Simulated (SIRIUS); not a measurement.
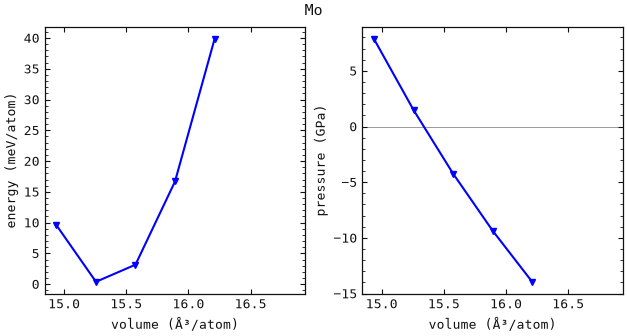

The figure shows the energy and pressure against volume for Mo, space group Im-3m (No. 229).

Cell as given: a = 2.743 Å, b = 2.743 Å, c = 2.743 Å, α = 109.47°, β = 109.47°, γ = 109.47°; 1 atom.

Computed with SIRIUS 7.10.0: plane-wave DFT, no spin polarisation; energies at scaled volumes of the given cell, shape and fractions fixed, counted from the fit's minimum, third-order Birch-Murnaghan fit. Level: PBEsol.

- k mesh: 12×12×12
- occupations: Fermi–Dirac
- smearing width: 0.05 eV
- potentials: dojo sr pbesol 0.4.1 standard
- wave cutoff: 1102 eV
- density cutoff: 4408 eV

The points at volume 16.53 Å³/atom and 16.85 Å³/atom are left out of the plot. What values does the calculation give there?

```json
{"volume (Å³/atom)": "16.53", "energy (meV/atom)": "72", "pressure (GPa)": "-18.05"}
{"volume (Å³/atom)": "16.85", "energy (meV/atom)": "111", "pressure (GPa)": "-21.73"}
```
